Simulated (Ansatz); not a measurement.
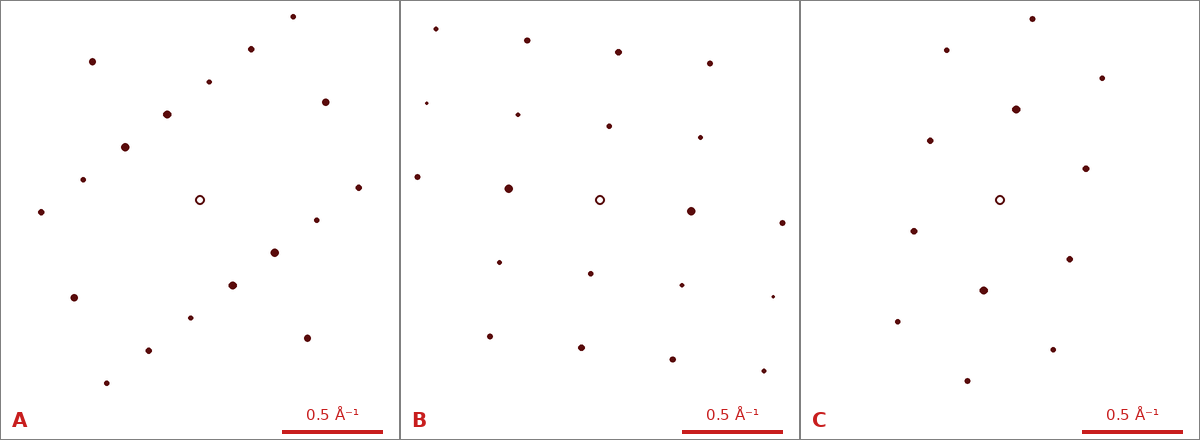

The patterns are kinematic simulations for 300 kV electrons (no multiple scattering; isotropic B = 0.5 Å²).

All three come from Ir, space group P6/mmm (No. 191), a = 4.348 Å, c = 2.684 Å (hexagonal axes). Structure: the end point of a relaxation with DFT, m-r2SCAN, plane waves (500 eV) with PAW, scalar-relativistic in Ansatz 0.2.0; the starting structure was generated, so it need not be a known form of this composition.

| atom | site | symmetry | x | y | z |
| --- | --- | --- | --- | --- | --- |
| Ir | 1a | 6/mmm | 0.0000 | 0.0000 | 0.0000 |
| Ir | 2d | -6m2 | 0.3333 | 0.6667 | 0.5000 |

### Assign the zone axes [101], [210], [211] to A, B and C.

A is [101]: centred rectangular net of 0 1 0 (itself too weak to see) at d = 3.77 Å and 1 0 -1 at d = 2.19 Å, at 73.1°. B is [210]: rectangular net of 0 0 1 at d = 2.68 Å and 1 -2 0 at d = 2.17 Å, at 90.0°. C is [211]: centred rectangular net of -1 1 1 at d = 2.19 Å and 0 -1 1 at d = 2.19 Å, at 60.3°.
